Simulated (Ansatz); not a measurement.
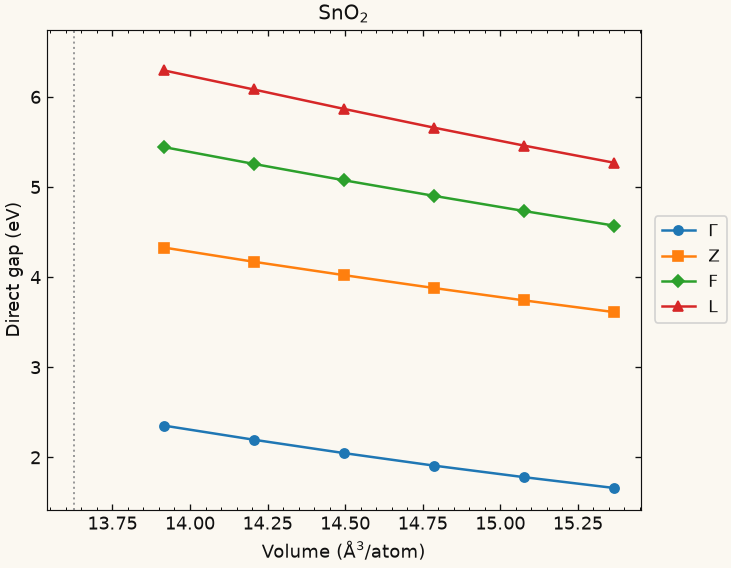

Direct gap at each named k point. In reduced coordinates of the cell that was run, Z is (0.5, 0.5, 0.5), F is (0.5, 0.5, 0) and L is (0.5, 0, 0). One run is left out (dotted line).

System: SnO₂, space group R-3m, 3 atoms in the primitive cell. The cell is scaled at fixed shape and fractional positions. At 14.50 Å³/atom, a = 3.234 Å, c = 14.402 Å (hexagonal axes). Ansatz; PBE, Ansatz PAW, no spin polarisation, no spin-orbit coupling, 10×10×10 k mesh, 420 eV cutoff, Fermi-Dirac smearing of 0.05 eV.

```
       volume  Γ (eV)  Z (eV)  F (eV)  L (eV)
13.92 Å³/atom    2.35    4.33    5.44    6.29
14.21 Å³/atom    2.19    4.17    5.25    6.08
14.50 Å³/atom    2.05    4.02    5.07    5.87
14.79 Å³/atom    1.91    3.88    4.90    5.66
15.08 Å³/atom    1.78    3.74    4.73    5.46
15.37 Å³/atom    1.66    3.61    4.57    5.27
```

### Estimate the values at 13.63 Å³/atom.

Fits through the other points against the logarithm of the volume give 2.49 eV at Γ, 4.47 eV at Z, 5.62 eV at F and 6.51 eV at L (straight lines). The run itself gives 2.52, 4.49, 5.63 and 6.50 eV, within 0.03 eV of the estimates.

### What are the deformation potentials dE/d ln V?

Straight lines against ln V have slopes of −7.2 eV at Γ, −7.3 eV at Z, −8.9 eV at F and −10.3 eV at L.

The smallest gap over all k points computed is 2.35, 2.21, 2.07, 1.94, 1.81, 1.70 and 1.59 eV in turn; it lies up to 0.17 eV under the lowest value plotted. LDA, GGA and most meta-GGA functionals understate gaps. The usual form of SnO2 is rutile.
